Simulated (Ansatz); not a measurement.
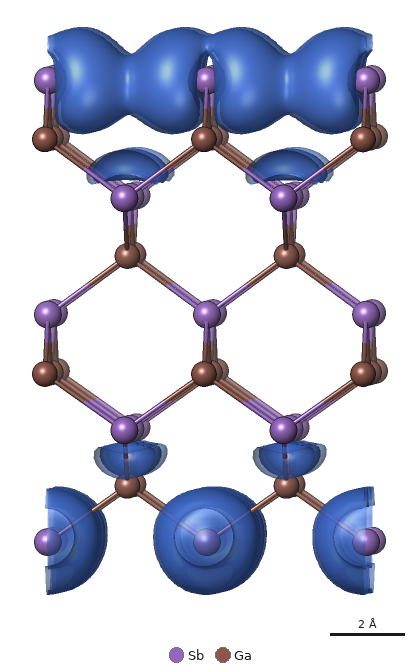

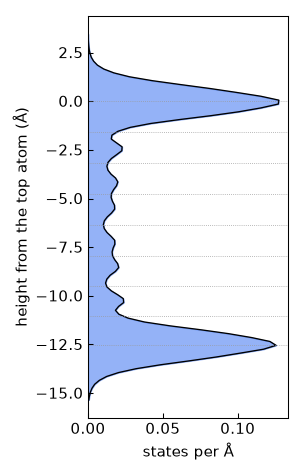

Density of all states between +0.25 and +0.50 eV (zero: the Fermi level) of GaSb(100) (F-43m bulk, 9 atomic planes (those closer than 0.6 Å count as one), 13 Å, Sb-terminated, slab composition Sb5Ga4): blue isosurface at 3.4 × 10⁻³ e/Å³, seen from the side, and the full density summed over planes, the part near the nuclei included (dotted lines mark the atomic planes).

The first picture shows the smooth PAW orbitals' density alone; the shares below count all of it.

All numbers here come from DFT PBE, scalar-relativistic, plane waves, PAW in Ansatz. Cutoff 420 eV, 14 × 14 k-points, Gaussian smearing 0.05 eV, dipole correction. The slab is a cut without reconstruction beyond its cell, at the source's lattice constants, with its lower half held fixed and the rest relaxed. Real surfaces of this kind mostly reconstruct in larger cells, which this cell doesn't allow. No spin polarisation. Spin–orbit coupling is left out; with Sb it can shift levels and gaps. The run couldn't confirm all of its levels under its output density. The run warns that the functional's potential is rough in the thin density of the vacuum, where the tip is; weak contrasts and barriers may feel it.

Input

```yaml
crystal:
  lattice:
    - [4.32607929, 0.0, 0.0]
    - [0.0, 4.32607929, 0.0]
    - [0.0, 0.0, 30.2360000258]
  atoms:
    - { symbol: Sb, position: [0.0, 0.5, 0.2976584202] }
    - { symbol: Ga, position: [0.5, 0.5, 0.3482438201] }
    - { symbol: Sb, position: [0.5, 0.0, 0.3988292101] }
    - { symbol: Ga, position: [0.0, 0.0, 0.44941461] }
    - { symbol: Sb, position: [0.0, 0.5, 0.5021672485] }
    - { symbol: Ga, position: [0.5, 0.5, 0.5547828725] }
    - { symbol: Sb, position: [0.5, 0.0, 0.6073507218] }
    - { symbol: Ga, position: [0.0, 0.0, 0.6603325278] }
    - { symbol: Sb, position: [0.0, 0.5, 0.7125183761] }
basis:
  ecutwfc: 420.0
  fft_grid_basis: typed
kpoints:
  mp_grid: { grid: [14, 14, 1] }
hamiltonian:
  xc: pbe
  pseudopotentials: { kind: paw }
scf:
  occupations: { method: gaussian, width: 0.05 }
output:
  forces: true
  eigenvalues: true
  band_densities:
    - { e_range: [-2.0, -1.0] }
    - { e_range: [-1.0, -0.5] }
    - { e_range: [-0.5, -0.25] }
    - { e_range: [-0.25, 0.0] }
    - { e_range: [0.0, 0.25] }
    - { e_range: [0.25, 0.5] }
    - { e_range: [0.5, 1.0] }
    - { e_range: [1.0, 1.5] }
  band_residual_tolerance: 1.0e-05
  write_potential: true
  elf: true
  write_density: true
  volumetric_format: npy
efield:
  axis: 3
  dipole_correction: true
  ramp_width: 0.04
checkpoint:
  read: start.run
  write: ck
  compress: false
  write_wavefunctions: false
  write_every: 100000
```

Run with:

```sh
ansatz run input.yaml --threads 2 --pin off --max-ram 4423MiB --backend cpu --events-out ev --progress --plain --runs-dir out
```

This step took 2.8 min on 2 threads of Intel(R) Xeon(R) Platinum 8375C CPU @ 2.90GHz (Ice Lake) (shared host), peak memory 2.1 GiB; the relaxation before it isn't counted.

> How is this energy window spread over the atomic planes?

The window holds 0.62 states per cell. Shares by plane (space cut midway between planes), top to bottom: Sb 32 %, Ga 8 %, Sb 4 %, Ga 4 %, Sb 4 %, Ga 4 %, Sb 4 %, Ga 8 %, Sb 31 %; the outer planes' shares include the vacuum, and density in a gap between layers is shared out between the planes on either side. The outer planes of both faces hold more than their share.
